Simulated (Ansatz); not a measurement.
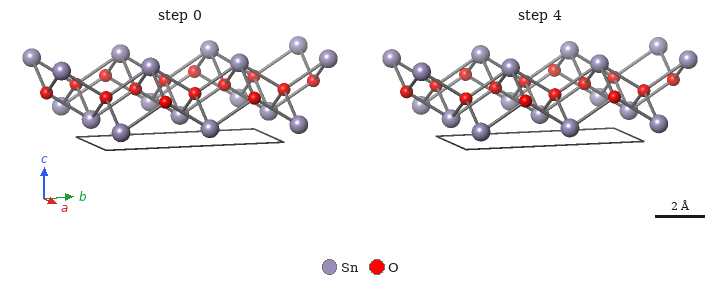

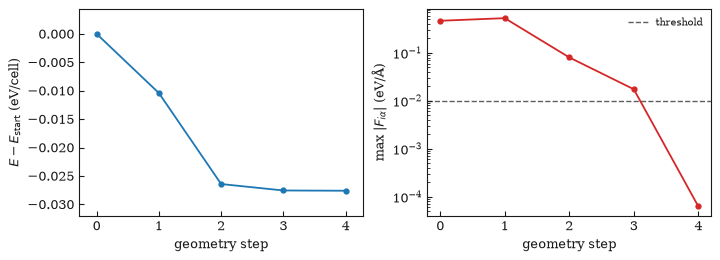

First and last geometry of a relaxation of a slab of composition SnO, with the history of the run. A ball-and-stick model of the 1 × 2 repeat of the cell, outlined in the plane, without the vacuum, seen slightly off an axis.

Case: strain along x +0.050, atoms relaxed.

These are results of DFT PBE+D3(BJ), scalar-relativistic, plane waves, PAW (Ansatz), not measurements.

Input
```yaml
crystal:
  lattice:
    - [4.0115883606, 0.0, 0.0]
    - [0.0, 3.8205603434, 0.0]
    - [0.0, 0.0, 30.6334027592]
  atoms:
    - { symbol: Sn, position: [0.5, 0.0, 0.461413835] }
    - { symbol: O, position: [0.0, 0.0, 0.5] }
    - { symbol: O, position: [0.5, 0.5, 0.5] }
    - { symbol: Sn, position: [0.0, 0.5, 0.538586165] }
  periodic: [true, true, false]
basis:
  ecutwfc: 420
kpoints:
  mp_grid: { grid: [6, 6, 1] }
  band_path:
    path:
      - [0, 0, 0]
      - [0.5, 0, 0]
      - [0.5, 0.5, 0]
      - [0, 0.5, 0]
      - [0, 0, 0]
      - [0.5, 0.5, 0]
    npoints: 8
hamiltonian:
  xc: pbe
  dispersion: d3bj
scf:
  occupations: { method: gaussian, width: 0.02 }
output:
  forces: true
  stress: true
  eigenvalues: true
  write_density: true
  write_potential: true
  elf: true
  volumetric_format: npy
relax:
  adjacent_minimum: "off"
  f_tol: 0.01
  max_steps: 40
```

Launched with:
```bash
ansatz run input.yaml --threads 2 --pin off --max-ram 5120MiB --backend cpu --events-out ev --progress --plain --runs-dir out
```

Question: Did the run converge, and what did it change?

Answer: It converged. The energy falls by 27.6 meV per cell of the calculation in 4 geometry steps. Largest force component: 0.47 eV/Å at the start, under 0.0001 eV/Å at the end. The largest moves relative to the layer's centre, 0.048 Å, are those of O2 and O3. O2 goes along the normal (−c). Largest moves by element: O 0.048 Å, Sn 0.033 Å. The lattice vectors keep their values. Among the contacts that change: O3–Sn4 2.328 → 2.289 Å, O2–Sn4 2.246 → 2.254 Å. Bond angles that change, for instance: O2–Sn1–O2 119.0° → 122.4°, Sn1–O2–Sn1 119.0° → 122.4°.

```json
{"step": "0", "E − E(0), meV/atom": "0.00", "largest force component, eV/Å": "0.4668"}
{"step": "1", "E − E(0), meV/atom": "-2.60", "largest force component, eV/Å": "0.5291"}
{"step": "2", "E − E(0), meV/atom": "-6.61", "largest force component, eV/Å": "0.0804"}
{"step": "3", "E − E(0), meV/atom": "-6.89", "largest force component, eV/Å": "0.0174"}
{"step": "4", "E − E(0), meV/atom": "-6.90", "largest force component, eV/Å": "0.0001"}
```
